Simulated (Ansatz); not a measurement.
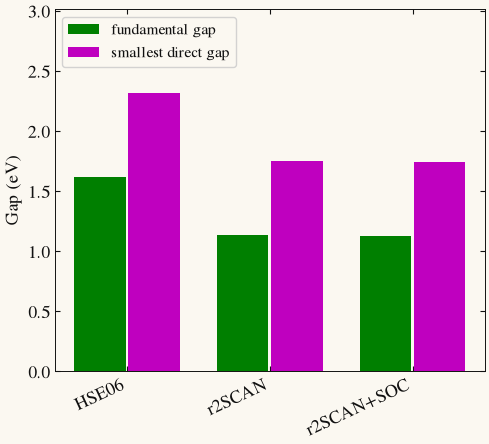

Gaps of ZrS2, space group P-3m1 (No. 164), 3 atoms in the cell, 1T (CdI2) bulk type, uniaxial (z) strain −1.0%, at several levels of theory on one cell (Ansatz, plane waves and PAW; edges over the mesh and the special points).

Q: How does the gap depend on the level, and does its kind change?

A: In rising order: r2SCAN+SOC 1.13 eV, r2SCAN 1.13 eV and HSE06 1.62 eV. It is indirect at every level.
